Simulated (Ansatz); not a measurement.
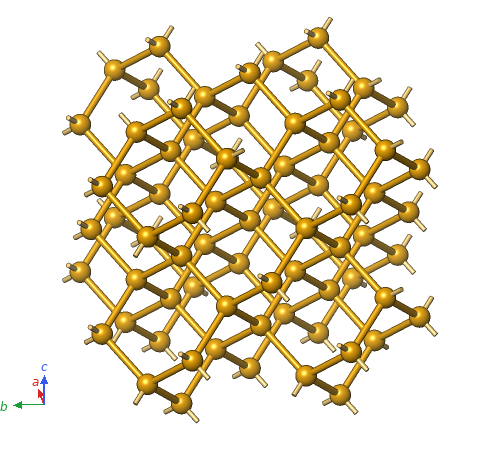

A cut-out of a periodic net derived from a crystal structure. Nodes are coloured by topological kind. Edges to nodes outside the piece are drawn as stubs.

**What net is this?**

A uninodal 4-connected, three-periodic net. It is the dia net, known from diamond, zinc blende and cristobalite.

**Give point symbol and coordination sequence.**

6^6, sequence 4, 12, 24, 42, 64, 92.

Where the net comes from. AlAs (space group F-43m, No. 216). Coordinates: coordinates from a relaxation with DFT PBE, scalar-relativistic, plane waves, PAW (Ansatz); the starting structure was generated, so it need not be a known form of this composition. Bonds are taken as Al–As below 2.8 Å; no other contact counts. Simplification: prune 0- and 1-connected atoms, fold 2-connected ones into links. Al and As are 4-connected nodes.
